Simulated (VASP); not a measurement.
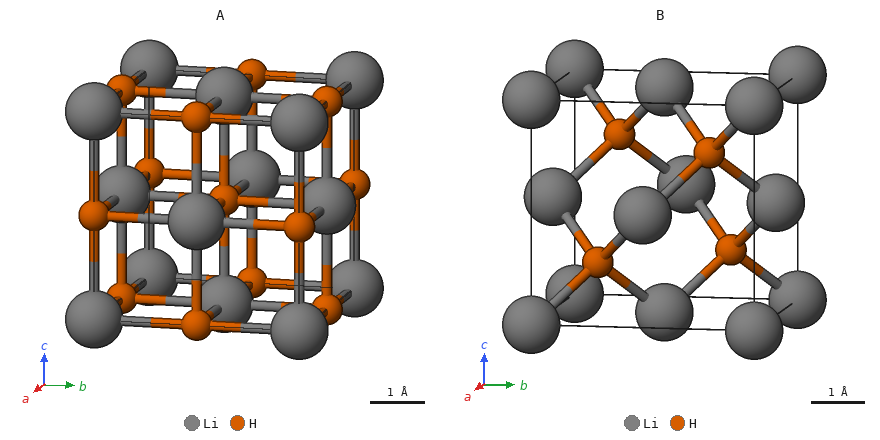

Two structures of LiH, each relaxed to rest (conventional cells in solid outline, small ones repeated, not to one scale). Method: DFT, PBE, plane waves, PAW in VASP.

**Give the type and space group of each.**

A: rock salt (NaCl type), Fm-3m. B: zinc blende (sphalerite type), F-43m.

**Which of the two does the method prefer?**

A is lower, by 48 meV/atom at this level of theory (energies at zero smearing). Volumes: A 8.0, B 9.9 Å³/atom.

One or both may be structure types tried for this composition rather than known phases.
